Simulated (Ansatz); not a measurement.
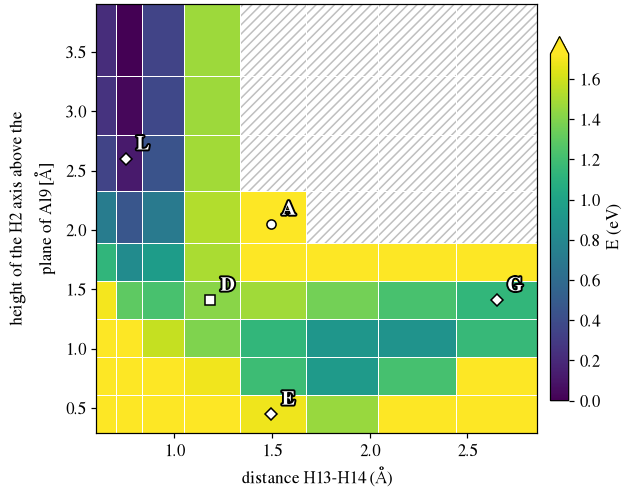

H₂ on an Al(111) slab cut from the Fm-3m phase, its upper half relaxed before the scan (12 atoms of substrate and one adsorbate in a 2 × 2 cell). 
- H2 lies flat over one site of a rigid substrate while its bond length and height are varied; it sits over a bridge site, heights counted from the top plane, its axis along a direction equivalent to the long diagonal of the hexagonal surface cell.
- The first coordinate is: distance H13-H14; the second: height of the H2 axis above the plane of Al9.
- The grid has 8 × 9 points. At 15 points there is no value (left out: too close to the surface, or the stretched molecule far from it).
- Points are written as (first, second).
- All energies are given in eV relative to the lowest grid point.
- Computed with Ansatz 0.2.0, DFT PBE, scalar-relativistic, plane waves, PAW. Settings: cutoff 420 eV, k-mesh 6×6×1, gaussian smearing 0.1 eV, no spin polarisation.

In the figure: one coloured cell a grid point, one colour for all values above the top of the scale, hatched blanks where no value was computed, lettered points.

**Is L the lowest point of the computed grid?**

No. L lies 0.12 eV above the lowest grid point, which is at (0.750 Å, 3.60 Å).

**Rank the lettered points by energy, lowest first.**

L (0.12 eV), G (1.13 eV), D (1.42 eV), E (1.68 eV), A (2.31 eV).
